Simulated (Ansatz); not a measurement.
## Run report: Si$_{16}$O, nudged elastic band (part 3 of 3)

The same run, continued: Si$_{16}$O (defect cell, 17 atoms in the cell); DFT PBEsol, scalar-relativistic, plane waves, PAW, PAW set soft_1, spin-polarised (Ansatz 0.2.0); cutoff 420 eV, 2×2×2 k-mesh, Fermi–Dirac smearing of 0.05 eV, collinear spins. It belongs to a series of runs on one base structure; here: band between the two ends.

Geometry of the input (Å; fractional positions):
```
0.0000  5.4300  5.4300
5.4300  0.0000  5.4300
5.4300  5.4300  0.0000
Si 0.0048  -0.0086  -0.0010
Si 0.1129  0.1312  0.1248
Si -0.0345  0.0196  0.4951
Si 0.1470  0.0773  0.6283
Si 0.0048  0.5048  -0.0003
Si 0.1160  0.6157  0.1533
Si -0.0082  0.4915  0.5262
Si 0.1471  0.6472  0.6288
Si 0.4860  -0.0141  0.0424
Si 0.6311  0.1311  0.1253
Si 0.5194  0.0194  0.4958
Si 0.6102  0.1102  0.6695
Si 0.4916  0.5047  -0.0011
Si 0.6312  0.6128  0.1249
Si 0.5196  0.4655  0.4952
Si 0.5773  0.6471  0.6283
O  0.2970  0.7970  0.6089
```

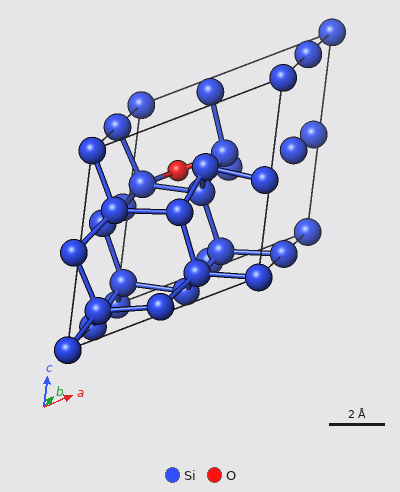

The input geometry (ball-and-stick view of the cell of the calculation, seen slightly off an axis). An atom can appear more than once, as a periodic image.

**Output, continued**
```
spin=Collinear: Kerker preconditioning applied to the charge; magnetization (m = ρ↑ − ρ↓) channel mixes plain (no charge-response kernel on spin).
NEB point between images 1 and 2
preconditioner: auto → Resta (q_TF=auto, 2.118 Å⁻¹)  ε∞=5.7  [insulator: Δε(μ)=0.386 eV  Ē_g=7.914 eV  σ=0.050 eV  W_gap=0.96  n_scr=58 (ndim 8)  ℏωp=17.1 eV  f_vac=0.000  D(μ)=0.29/eV (n_scr^D=0)  ε∞_Penn≈5.7]
spin=Collinear: Resta preconditioning applied to the charge; magnetization (m = ρ↑ − ρ↓) channel mixes plain (no charge-response kernel on spin).
NEB point between images 2 and 3
preconditioner: auto → Resta (q_TF=auto, 2.118 Å⁻¹)  ε∞=5.5  [insulator: Δε(μ)=0.476 eV  Ē_g=8.035 eV  σ=0.050 eV  W_gap=0.98  n_scr=58 (ndim 8)  ℏωp=17.1 eV  f_vac=0.000  D(μ)=0.11/eV (n_scr^D=0)  ε∞_Penn≈5.5]
spin=Collinear: Resta preconditioning applied to the charge; magnetization (m = ρ↑ − ρ↓) channel mixes plain (no charge-response kernel on spin).
NEB point between images 3 and 4
preconditioner: auto → Resta (q_TF=auto, 2.118 Å⁻¹)  ε∞=5.6  [insulator: Δε(μ)=0.377 eV  Ē_g=8.005 eV  σ=0.050 eV  W_gap=0.95  n_scr=58 (ndim 8)  ℏωp=17.1 eV  f_vac=0.000  D(μ)=0.29/eV (n_scr^D=0)  ε∞_Penn≈5.6]
spin=Collinear: Resta preconditioning applied to the charge; magnetization (m = ρ↑ − ρ↓) channel mixes plain (no charge-response kernel on spin).
NEB point between images 1 and 2
preconditioner: auto → Kerker (q_TF=auto, 2.118 Å⁻¹)  [metal: Δε(μ)=0.085 eV  Ē_g=7.903 eV  σ=0.050 eV  W_gap=0.39  n_scr=58 (ndim 8)  ℏωp=17.1 eV  f_vac=0.000  D(μ)=2.88/eV (n_scr^D=14)]
spin=Collinear: Kerker preconditioning applied to the charge; magnetization (m = ρ↑ − ρ↓) channel mixes plain (no charge-response kernel on spin).
NEB point between images 1 and 2
preconditioner: auto → Resta (q_TF=auto, 2.118 Å⁻¹)  ε∞=5.6  [insulator: Δε(μ)=0.445 eV  Ē_g=7.942 eV  σ=0.050 eV  W_gap=0.98  n_scr=58 (ndim 8)  ℏωp=17.1 eV  f_vac=0.000  D(μ)=0.15/eV (n_scr^D=0)  ε∞_Penn≈5.6]
spin=Collinear: Resta preconditioning applied to the charge; magnetization (m = ρ↑ − ρ↓) channel mixes plain (no charge-response kernel on spin).
NEB point between images 2 and 3
preconditioner: auto → Resta (q_TF=auto, 2.118 Å⁻¹)  ε∞=5.5  [insulator: Δε(μ)=0.495 eV  Ē_g=8.023 eV  σ=0.050 eV  W_gap=0.99  n_scr=58 (ndim 8)  ℏωp=17.1 eV  f_vac=0.000  D(μ)=0.09/eV (n_scr^D=0)  ε∞_Penn≈5.5]
spin=Collinear: Resta preconditioning applied to the charge; magnetization (m = ρ↑ − ρ↓) channel mixes plain (no charge-response kernel on spin).
NEB point between images 2 and 3
preconditioner: auto → Resta (q_TF=auto, 2.118 Å⁻¹)  ε∞=5.5  [insulator: Δε(μ)=0.440 eV  Ē_g=8.037 eV  σ=0.050 eV  W_gap=0.98  n_scr=58 (ndim 8)  ℏωp=17.1 eV  f_vac=0.000  D(μ)=0.15/eV (n_scr^D=0)  ε∞_Penn≈5.5]
spin=Collinear: Resta preconditioning applied to the charge; magnetization (m = ρ↑ − ρ↓) channel mixes plain (no charge-response kernel on spin).
NEB point between images 3 and 4
preconditioner: auto → Resta (q_TF=auto, 2.118 Å
[...]
  atom   1  Si    -0.00176030     0.00209256    -0.00065456
  atom   2  Si     0.00013045     0.00043248     0.00126748
  atom   3  Si    -0.00388570     0.00070596    -0.00476690
  atom   4  Si     0.01754255    -0.00962453     0.00501430
  atom   5  Si    -0.00058209    -0.00022510     0.00065221
  atom   6  Si     0.00161878    -0.00089521    -0.00040756
  atom   7  Si    -0.00946489     0.00626899    -0.00317079
  atom   8  Si     0.00362680    -0.00042480     0.00072823
  atom   9  Si    -0.00029074    -0.00032509     0.00024079
  atom  10  Si    -0.00010530    -0.00024962    -0.00020172
  atom  11  Si    -0.00280066     0.00109530    -0.00250669
  atom  12  Si    -0.00076136     0.00013709    -0.00182947
  atom  13  Si    -0.00155135    -0.00162825     0.00066335
  atom  14  Si     0.00089340    -0.00084856     0.00021690
  atom  15  Si     0.00332158     0.00307365     0.00164449
  atom  16  Si    -0.00014927     0.00202836     0.00181004
  atom  17  O     -0.00579465    -0.00160183     0.00133109
  max |Σ_I F_I| component: 3.12e-5 eV/Å
--- Band table (eV; the first three rows and the last of 16) ---
  k-point 0 ↑: bands = ["-13.5487", "-5.3549", "-3.8922", "-3.6695", "-3.3722", "-2.8073", "-2.1459", "-1.9625", "-1.4631", "-1.4191", "-1.3485", "-1.3372", "-0.7577", "-0.5506", "-0.4834", "0.3414", "1.2167", "1.4065", "2.1009", "3.5614", "3.5659", "3.6770", "3.9403", "4.0247", "4.1393", "5.1424", "5.1618", "5.2422", "5.2557", "5.2660", "5.4158", "5.9966", "6.1736", "6.4092", "6.6823", "6.7550", "6.9634", "7.1899", "7.2118", "7.2590", "7.4109", "7.7095", "7.9635", "8.0193", "8.0732", "8.6596", "9.0972", "9.1188", "9.1737", "9.5877", "9.6027", "9.7133"]
  k-point 1 ↑: bands = ["-13.5483", "-4.8340", "-4.3563", "-3.7786", "-3.4949", "-2.8763", "-2.8674", "-2.6978", "-2.6190", "-0.6277", "-0.4181", "-0.1286", "0.0462", "0.1526", "0.6682", "1.3432", "1.3884", "1.4210", "2.4083", "2.5347", "2.8345", "2.8391", "2.9691", "2.9876", "3.3589", "4.1525", "4.1642", "4.2082", "4.2327", "4.4936", "5.2008", "5.4681", "5.6857", "5.7384", "6.3412", "6.7052", "7.7559", "7.7997", "7.8120", "7.9048", "7.9561", "8.3286", "8.3700", "9.7815", "9.8769", "9.8888", "10.6797", "10.7174", "10.7550", "10.7794", "11.0296", "11.2705"]
  k-point 2 ↑: bands = ["-13.5480", "-4.9598", "-4.4610", "-3.5954", "-3.2236", "-2.9711", "-2.8809", "-2.7354", "-2.1348", "-1.4044", "-0.1545", "-0.1430", "-0.0444", "0.0755", "0.2191", "0.8224", "1.4627", "1.9302", "2.4981", "2.7114", "2.8022", "2.9436", "3.1235", "3.4011", "3.6557", "4.0425", "4.0921", "4.2516", "4.3951", "4.6918", "4.9081", "5.0510", "5.5913", "5.7638", "5.9139", "7.1955", "7.7230", "7.7913", "7.9619", "8.0382", "8.1675", "8.3788", "8.7637", "8.8986", "9.7615", "9.8287", "10.0341", "10.2813", "10.6832", "10.7627", "10.9149", "10.9447"]
  k-point 7 ↓: bands = ["-13.5480", "-4.9638", "-4.3957", "-3.7865", "-3.1663", "-2.9463", "-2.8830", "-2.6539", "-2.1774", "-1.2474", "-0.3537", "-0.1750", "-0.0499", "0.0353", "0.2369", "0.9201", "1.5225", "1.8668", "2.5225", "2.7543", "2.8011", "2.9198", "3.1852", "3.4365", "3.6096", "3.9263", "4.0267", "4.2241", "4.4217", "4.6385", "4.8923", "5.2294", "5.6085", "5.6663", "5.9322", "7.3711", "7.7026", "7.7598", "8.0094", "8.0405", "8.1965", "8.3473", "8.7163", "8.8716", "9.8062", "9.8406", "10.0406", "10.3498", "10.6564", "10.7588", "10.9190", "10.9307"]
this run last wrote the band of iteration 19 to [file]; this run last wrote the band within `neb.f_tol` of iteration 17 to [file]
--- NEB band (5 images, 19 band iterations, 860 SCF iterations) ---
  forward barrier  = 0.021259 eV
  backward barrier = 2.130571 eV
  lagrangian_above_aufbau_ev (what the smearing adds, to first order; not taken off the barriers): saddle image -0.017557 eV, end points -0.009636 and -0.000504 eV
  climbing image's point = a first-order saddle point (lowest curvatures found: -0.84 and 0.57 eV/Å²)
  energies are F+E_penalty+E_count in eV, relative to image 0
  image     s (Å)  Δ vs image 0  max|band force component| (eV/Å)     M (μB)  M_abs (μB)
      0    0.0000      0.000000                                 —    +0.0000      0.0000
  *   1    0.2826      0.021259                          1.730e-2    +0.0000      0.0000
      2    1.1474     -1.174124                          2.483e-3    +0.0000      0.0000
      3    2.0118     -2.099183                          1.187e-3    +0.0000      0.0000
      4    2.8755     -2.109312                                 —    +0.0000      0.0000
  saddle-point geometry (image 1):
  cell:  # Å, volume = 320.2060 Å³
    - [0.0, 5.43, 5.43]
    - [5.43, 0.0, 5.43]
    - [5.43, 5.43, 0.0]
  atoms:
    - { symbol: Si, position: [0.006841282467022583, -0.0061832848323266545, -0.005291420644795682] }
    - { symbol: Si, position: [0.1158810477721272, 0.13114363166549103, 0.12184500749699907] }
    - { symbol: Si, position: [-0.0246379312296552, 0.013649965314319931, 0.4928066168322185] }
    - { symbol: Si, position: [0.15395259235693684, 0.07534663165922942, 0.6243645392555996] }
    - { symbol: Si, position: [0.005539114915721399, 0.5053512782568148, -0.007784253502267302] }
    - { symbol: Si, position: [0.11678183821215293, 0.6177091096797392, 0.143708152731429] }
    - { symbol: Si, position: [-0.013341149107544609, 0.49306264612634043, 0.5168673833652856] }
    - { symbol: Si, position: [0.1349174810019127, 0.6358946522878259, 0.6190877519227502] }
    - { symbol: Si, position: [0.4893129072085962, -0.0108786859257832, 0.036063130583118136] }
    - { symbol: Si, position: [0.6332079080002004, 0.13305214229321205, 0.12164757278018434] }
    - { symbol: Si, position: [0.5261506839160042, 0.024572065255560493, 0.49134878723532927] }
    - { symbol: Si, position: [0.6183398226349761, 0.11767317005892347, 0.6629681877114111] }
    - { symbol: Si, position: [0.4925976019602254, 0.5067548999629057, -0.0036216061971363622] }
    - { symbol: Si, position: [0.6315473612545052, 0.6157459987329267, 0.1217688184572231] }
    - { symbol: Si, position: [0.5116581330987922, 0.47459257531918736, 0.4925080178070486] }
    - { symbol: Si, position: [0.5761103157848027, 0.6507030247102032, 0.6256496241561198] }
    - { symbol: O, position: [0.3079432672532257, 0.8069119844354309, 0.5984499475094838] }
```

**The last band as extended XYZ (Å, eV, eV/Å)**
```
17
Lattice="0.0000 5.4300 5.4300 5.4300 0.0000 5.4300 5.4300 5.4300 0.0000" Properties=species:S:1:pos:R:3:forces:R:3 image=0 energy=-10501.27609
Si   -0.0518    0.0208   -0.0206    0.0038  -0.0029   0.0003
Si    1.3899    1.2907    1.3252    0.0057  -0.0008  -0.0038
Si    2.7948    2.5011   -0.0809   -0.0020  -0.0040   0.0045
Si    3.8314    4.2102    1.2178    0.0049  -0.0035   0.0077
Si    2.7391    0.0243    2.7671   -0.0072  -0.0072   0.0013
Si    4.1759    1.4621    3.9730    0.0034   0.0021  -0.0071
Si    5.5259    2.8127    2.6242   -0.0009  -0.0039  -0.0059
Si    6.9289    4.2136    4.3133   -0.0082  -0.0060  -0.0060
Si    0.1537    2.8692    2.5622    0.0042   0.0047   0.0006
Si    1.3921    4.1074    4.1389    0.0037   0.0046  -0.0026
Si    2.7976    5.5123    2.9259   -0.0125  -0.0122   0.0161
Si    4.2339    6.9493    3.9118    0.0047   0.0038  -0.0051
Si    2.7348    2.6637    5.4102   -0.0014   0.0044  -0.0010
Si    4.0055    4.1057    6.7547    0.0001   0.0056  -0.0027
Si    5.2165    5.5103    5.3486   -0.0056  -0.0028   0.0051
Si    6.9252    6.5460    6.6483   -0.0059   0.0055   0.0076
O     7.6340    4.9192    5.9404    0.0131   0.0125  -0.0091
17
Lattice="0.0000 5.4300 5.4300 5.4300 0.0000 5.4300 5.4300 5.4300 0.0000" Properties=species:S:1:pos:R:3:forces:R:3 image=1 energy=-10501.25483
Si   -0.0623    0.0084    0.0036   -0.0018   0.0021  -0.0007
Si    1.3737    1.2909    1.3413    0.0001   0.0004   0.0013
Si    2.7501    2.5422   -0.0597   -0.0039   0.0007  -0.0048
Si    3.7994    4.2263    1.2451    0.0175  -0.0096   0.0050
Si    2.7018   -0.0122    2.7741   -0.0006  -0.0002   0.0007
Si    4.1345    1.4145    3.9883    0.0016  -0.0009  -0.0004
Si    5.4839    2.7341    2.6049   -0.0095   0.0063  -0.0032
Si    6.8146    4.0942    4.1855    0.0036  -0.0004   0.0007
Si    0.1368    2.8528    2.5979   -0.0003  -0.0003   0.0002
Si    1.3830    4.0989    4.1608   -0.0001  -0.0003  -0.0002
Si    2.8014    5.5250    2.9904   -0.0028   0.0011  -0.0025
Si    4.2389    6.9575    3.9966   -0.0008   0.0001  -0.0018
Si    2.7320    2.6551    5.4265   -0.0016  -0.0016   0.0007
Si    4.0047    4.0905    6.7728    0.0009  -0.0008   0.0002
Si    5.2514    5.4526    5.3553    0.0033   0.0031   0.0016
Si    6.9306    6.5256    6.6616   -0.0001   0.0020   0.0018
O     7.6311    4.9217    6.0537   -0.0058  -0.0016   0.0013
17
Lattice="0.0000 5.4300 5.4300 5.4300 0.0000 5.4300 5.4300 5.4300 0.0000" Properties=species:S:1:pos:R:3:forces:R:3 image=2 energy=-10502.45022
Si   -0.0361    0.0045   -0.0161    0.1440   0.0527  -0.1265
Si    1.3672    1.2862    1.3572    0.0409   0.0487  -0.0118
Si    2.7073    2.4972   -0.1387   -0.0769  -0.0795  -0.3184
Si    3.9523    4.0164    1.1127    0.5483  -0.6057  -0.4867
Si    2.6855   -0.0336    2.7822    0.0074  -0.0049  -0.0371
Si    4.0914    1.3866    4.0237   -0.0767  -0.0253   0.0482
Si    5.3500    2.8149    2.6435   -0.3685   0.3236   0.0598
Si    6.7493    4.0304    4.1221   -0.1472  -0.1397  -0.2658
Si    0.1001    2.8098    2.6247   -0.0566  -0.0738   0.0213
Si    1.3787    4.0653    4.1538    0.0461  -0.0429  -0.0864
Si    2.5642    5.5660    2.8392   -0.6971   0.1960  -0.5456
Si    4.2095    6.8038    3.9259   -0.0341  -0.4274  -0.2886
Si    2.7104    2.6426    5.4558   -0.0086   0.0229   0.0296
Si    4.0052    4.0747    6.7880    0.0621   0.0142  -0.0145
Si    5.3396    5.4133    5.4038    0.3442  -0.0627   0.0900
Si    6.6977    6.7779    6.7673   -0.6833   0.8708   0.2757
O     7.9114    4.8815    6.5919    0.9561  -0.0670   1.6565
17
Lattice="0.0000 5.4300 5.4300 5.4300 0.0000 5.4300 5.4300 5.4300 0.0000" Properties=species:S:1:pos:R:3:forces:R:3 image=3 energy=-10503.37528
Si   -0.1018    0.0371    0.0664    0.0045  -0.0049  -0.0063
Si    1.4148    1.3548    1.2786   -0.0058  -0.0085   0.0086
Si    2.8013    2.4360   -0.3064   -0.0102   0.0039   0.0175
Si    4.0424    3.8354    1.0931   -0.0108   0.0146   0.0043
Si    2.6947   -0.0079    2.7032   -0.0020  -0.0041   0.0091
Si    3.9321    1.3724    4.1462    0.0122  -0.0006  -0.0091
Si    5.2108    2.8478    2.8322    0.0097  -0.0045  -0.0143
Si    6.8145    4.0337    4.0758   -0.0079  -0.0015   0.0054
Si    0.0704    2.7320    2.6380    0.0009   0.0056   0.0005
Si    1.2354    4.1173    4.1674    0.0119  -0.0066   0.0003
Si    2.3772    5.5756    2.7725    0.0152  -0.0036   0.0069
Si    4.2174    6.5575    3.7952   -0.0023   0.0198   0.0134
Si    2.6180    2.7773    5.5035    0.0068  -0.0139  -0.0023
Si    4.0833    4.0952    6.7810   -0.0090  -0.0036   0.0024
Si    5.4797    5.4232    5.4332   -0.0140  -0.0029  -0.0004
Si    6.5554    6.9986    6.8568    0.0106  -0.0210  -0.0062
O     8.0163    4.5107    6.9387   -0.0098   0.0317  -0.0297
17
Lattice="0.0000 5.4300 5.4300 5.4300 0.0000 5.4300 5.4300 5.4300 0.0000" Properties=species:S:1:pos:R:3:forces:R:3 image=4 energy=-10503.38541
Si   -0.2974    0.1674    0.1409   -0.0061   0.0043  -0.0041
Si    1.3272    1.4153    1.2994    0.0064   0.0040   0.0040
Si    2.7560    2.4707   -0.2867   -0.0016  -0.0004  -0.0025
Si    4.0386    3.8063    1.1280   -0.0031   0.0051  -0.0050
Si    2.6649    0.0397    2.6589   -0.0030  -0.0010   0.0012
Si    3.9282    1.4738    4.0251    0.0004   0.0014  -0.0008
Si    5.3944    2.7374    2.6725    0.0059   0.0003   0.0079
Si    6.8250    4.0263    4.0093   -0.0030   0.0034   0.0012
Si   -0.0114    2.7605    2.6964    0.0034  -0.0030  -0.0026
Si    1.0450    4.1900    4.2807   -0.0010  -0.0036   0.0121
Si    2.3726    5.4824    2.8689    0.0083  -0.0016  -0.0073
Si    4.1724    6.5635    3.8542   -0.0068   0.0018   0.0058
Si    2.5986    2.8296    5.4176   -0.0075  -0.0020  -0.0051
Si    4.0408    4.0976    6.7696    0.0015   0.0064  -0.0040
Si    5.4756    5.3611    5.4040    0.0026  -0.0030   0.0012
Si    6.7312    6.8375    6.7540   -0.0009   0.0005   0.0055
O     8.0783    4.0970    7.4213    0.0041  -0.0126  -0.0076
```

**Key numbers**

```tsv
quantity	value
outcome	converged
barrier, forward	0.021 eV
barrier, backward	2.131 eV
electrons treated	70
wall time	7.1 min (CPU time 12 min)
peak memory	1.3 GiB
```

Warnings of the run: spin is on but no starting moments are given; the PAW datasets were made with another functional. The k-point mesh is coarse for a cell of this size, so the results may not be converged.
